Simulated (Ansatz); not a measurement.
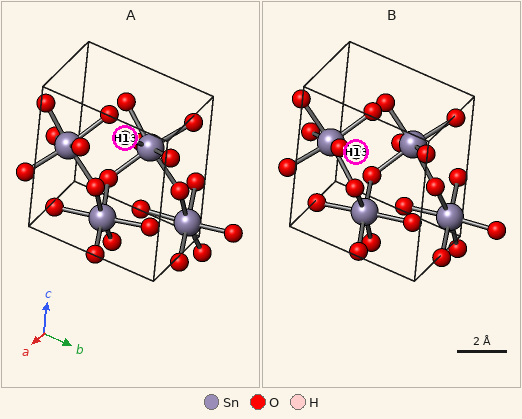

The two relaxed end points of a path for a defect cell of composition Sn$_{4}$HO$_{8}$ (cell charge −1) (13 atoms in the cell). A ball-and-stick model of the simulation cell (origin moved), seen slightly off an axis. The moving atom is ringed, with any periodic copies. Bonds to atoms that aren't drawn are left out.

Theory: Ansatz, DFT PBE, scalar-relativistic, plane waves, PAW.

Input
```yaml
crystal:
  lattice:
    - [0.0, 4.8271903452, -3.2381522545]
    - [0.0, -4.8271903452, -3.2381522545]
    - [-4.8271903452, 0.0, 3.2381522545]
  atoms:
    - { symbol: Sn, position: [0.2500423272, 0.7473174218, 0.4781677768] }
    - { symbol: Sn, position: [0.7499576728, 0.2470078409, 0.4780306559] }
    - { symbol: Sn, position: [0.0334350149, -0.0077298718, 0.0066366536] }
    - { symbol: Sn, position: [0.491275716, 0.5059252363, -0.0218874022] }
    - { symbol: O, position: [0.5681103978, 0.7719430334, 0.809207797] }
    - { symbol: O, position: [0.0563429859, 0.2600513222, 0.8091185634] }
    - { symbol: O, position: [0.9170911813, 0.7355976486, 0.1956917636] }
    - { symbol: O, position: [0.4792340784, 0.2971627786, 0.1951931127] }
    - { symbol: O, position: [0.4887079692, 0.1961060548, 0.6655860686] }
    - { symbol: O, position: [-0.0121875147, 0.6807941201, 0.6496757006] }
    - { symbol: O, position: [0.5433972127, 0.8129593527, 0.3374814869] }
    - { symbol: O, position: [0.0230999808, 0.3009460801, 0.3048068873] }
    - { symbol: H, position: [0.2531807582, 0.8606082137, 0.0950439538] }
total_charge: -1
basis:
  ecutwfc: 420
  xc_grid: 2
kpoints:
  mp_grid: { grid: [3, 3, 3], shift: [0.0, 0.0, 0.0] }
hamiltonian:
  xc: pbe
scf:
  occupations: { method: gaussian, width: 0.02 }
output:
  forces: true
neb:
  images: 5
  f_tol: 0.05
  max_iterations: 70
  order_check: false
  final_atoms:
    - { symbol: Sn, position: [0.2499576728, 0.7526825782, 0.5218322232] }
    - { symbol: Sn, position: [0.7500423272, 0.2529921591, 0.5219693441] }
    - { symbol: Sn, position: [0.008724284, -0.0059252363, 0.0218874022] }
    - { symbol: Sn, position: [0.4665649851, 0.5077298718, -0.0066366536] }
    - { symbol: O, position: [0.5829088187, 0.7644023514, 0.8043082364] }
    - { symbol: O, position: [0.0207659216, 0.2028372214, 0.8048068873] }
    - { symbol: O, position: [0.9318896022, 0.7280569666, 0.190792203] }
    - { symbol: O, position: [0.4436570141, 0.2399486778, 0.1908814366] }
    - { symbol: O, position: [0.4769000192, 0.1990539199, 0.6951931127] }
    - { symbol: O, position: [-0.0433972127, 0.6870406473, 0.6625185131] }
    - { symbol: O, position: [0.5121875147, 0.8192058799, 0.3503242994] }
    - { symbol: O, position: [0.0112920308, 0.3038939452, 0.3344139314] }
    - { symbol: H, position: [0.2468192418, 0.6393917863, -0.0950439538] }
```

Command:
```bash
ansatz run input.yaml --threads 4 --pin off --max-ram 10240MiB --backend cpu --events-out ev --progress --plain --runs-dir out
```

Predict the minimum-energy path and its barrier.

Answer. The two ends have the same energy, and the highest point, image 3, lies 0.268 eV above the start. The H atom travels furthest, 1.39 Å from end to end, roughly along [0 −1 −1], on a straight line. At the highest image its nearest neighbour (O) is 2.15 Å away, against 1.75 Å at the start, and the surrounding atoms stand up to 0.20 Å off the mean of their end positions. The band is converged.

Energies of the converged images:

```csv
image,path (Å),E (eV)
0,0.00,0.000
1,0.30,0.034
2,0.60,0.154
3,0.90,0.268
4,1.19,0.154
5,1.49,0.034
6,1.79,0.000
```

The geometry at the top of the path:

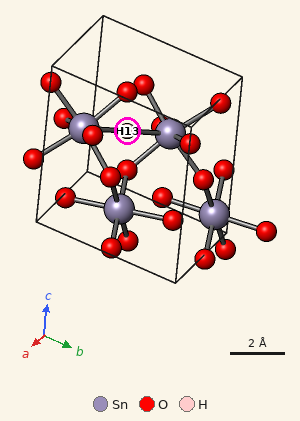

Limits of the set-up: the periodic images lie only 5.8 Å apart, so the values are limited by the cell's size; the cell is charged, on a uniform background, and energies carry no finite-size correction.
